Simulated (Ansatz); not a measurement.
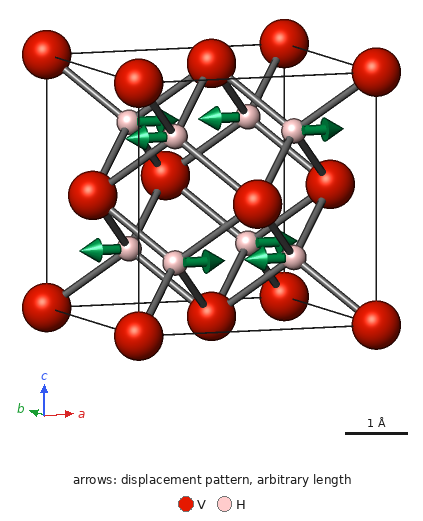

Phonons of crystalline VH$_{2}$, space group Fm-3m (No. 225), at the zone centre. The optical levels lie at 1200 (×3), 1380 (×3) cm⁻¹. One mode is drawn. The green arrows are the displacements of the atoms (eigenvector over the root of the mass), of arbitrary overall length and sign. The picture is a ball-and-stick view of the conventional cell (4 times the calculation's cell), seen slightly off an axis. Lengths and directions refer to the drawn axes.

Level of theory: DFT PBEsol, scalar-relativistic, plane waves, PAW (Ansatz 0.2.0). Set-up: plane-wave cutoff 420 eV; k-point mesh 18 × 18 × 18; occupations fermi dirac; smearing width 0.15 eV; no spin polarisation.

The frequencies depend somewhat on the k-mesh and the smearing.

### Which of these frequencies is the drawn mode's?

The level at 1380 cm⁻¹. This is the T₂g mode (triply degenerate; one member of the set is drawn), the highest optical level, Raman-active by symmetry. The V atoms stay at rest; all motion is along a; atoms of one kind move against one another, with no net shift of their sublattice.
